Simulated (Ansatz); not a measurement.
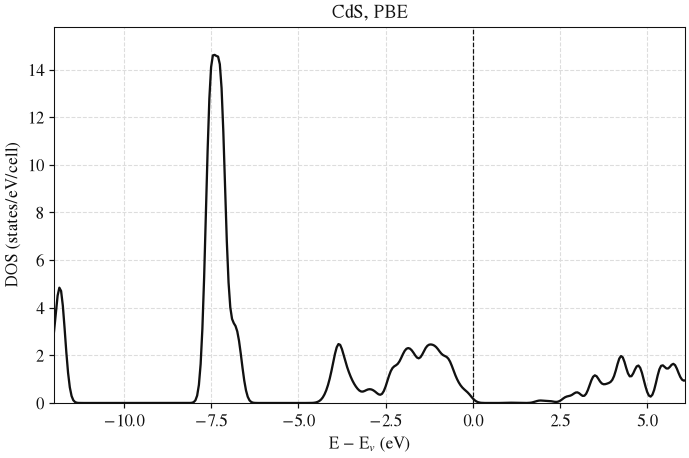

Density of states. Energies are counted from the top of the valence band. The curve is built from the levels of the k mesh with Gaussians 0.3 eV wide, which also blur the band edges.

System: CdS, space group I-4m2 (No. 119), 2 atoms in the cell, zincblende type, epitaxial (xy) strain −1.0%.

```yaml
crystal:
  lattice:
    - [0.00000, 2.90982, 2.98167]
    - [2.90982, 0.00000, 2.98167]
    - [2.90982, 2.90982, 0.00000]
  atoms:
    - { symbol: Cd, position: [0.00000, 0.00000, 0.00000] }
    - { symbol: S, position: [0.25000, 0.25000, 0.25000] }
```

Method: DFT, PBE, plane waves, PAW, no spin polarisation, 8×8×8 k mesh, Fermi-Dirac smearing of 0.02 eV (Ansatz).

> Metal or insulator, going by the density of states?

There is a gap; over the k points computed it is 1.08 eV (direct among those points).

> Where is the tallest peak of the filled states in the window?

Within the window shown, the tallest peak of the filled states lies 7.4 eV under the valence-band top, at about 15 states per eV and cell.

> How wide is the upper valence band?

The upper group of valence states starts about 4.3 eV under the valence-band top, with a gap beneath it; it holds about 6 electrons a cell.
